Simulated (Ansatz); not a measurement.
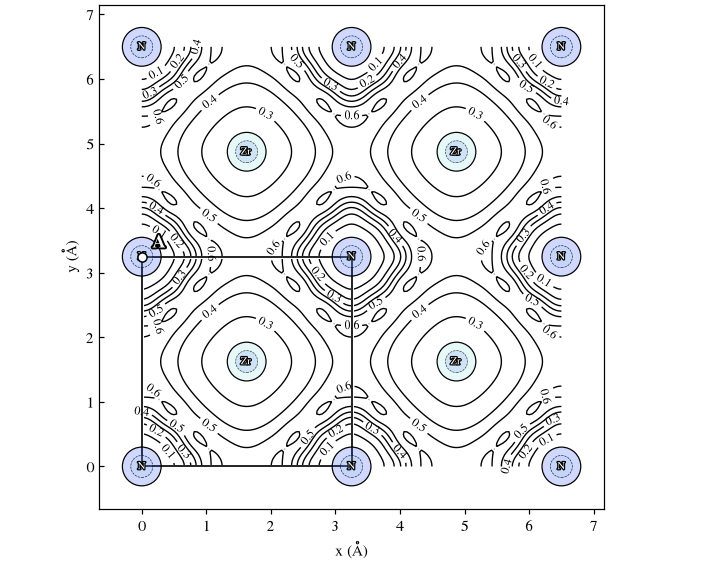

H on a ZrN(100) slab cut from the Fm-3m phase, its upper half relaxed before the scan (6 atoms of substrate and one adsorbate in a 1 × 1 cell). H is moved over the surface cell; relaxed at each place: the height of the adsorbate's atoms; substrate rigid; the origin of the map has the adsorbate above N6. Places are given modulo a cell vector. The map is drawn in real space over the plane of the surface. The grid has 8 × 8 points; 15 points were computed and 49 follow by symmetry. Energies are in eV, from the lowest grid point. With one adsorbate in each 1 × 1 cell, its nearest image is 3.2 Å away, so neighbouring adsorbates interact. Level of theory: DFT PBE, scalar-relativistic, plane waves, PAW in Ansatz. Settings: cutoff 420 eV, k-mesh 8×8×1, gaussian smearing 0.1 eV, no spin polarisation.

In the figure: contour lines labelled in eV, labelled circles for the atoms of the top layer and small ones for the second layer, the outline of one cell of the 2 × 2 shown, the point A. Between grid points the surface is interpolated.

Question: What is the easiest way out of the well at A, and how high is the barrier?

Answer: The easiest path leads from the well at the top site over a surface N atom, (0/8, 0/8) of the cell vectors to the well at the top site over a surface Zr atom, (4/8, 4/8) of the cell vectors, about 0.27 eV higher. Its highest point lies about 0.57 eV above the bottom of the first well on the interpolated surface, at about (0.22, 0.22) of the cell vectors. Seen from the upper well the barrier is about 0.29 eV. This is the barrier on the constrained surface; relaxing the other coordinates would change it. On the way the path dips through a shallower well, about 0.28 eV deep.

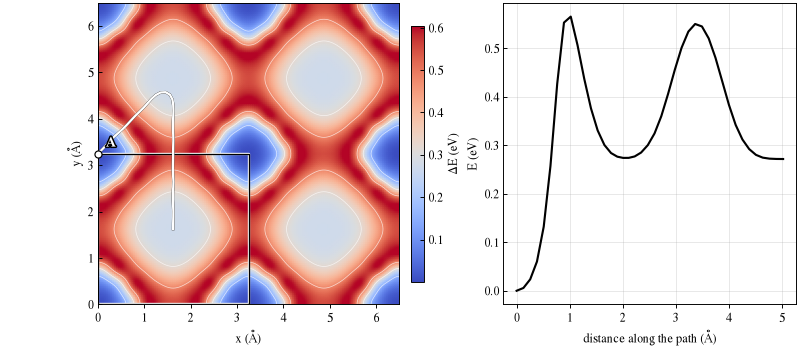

In the figure: a smooth colour map with a few white contour lines, a line along the lowest path, the outline of one cell of the 2 × 2 shown, the energy along the path at the right. Between grid points the surface is interpolated.

PAW datasets: the set soft_1.
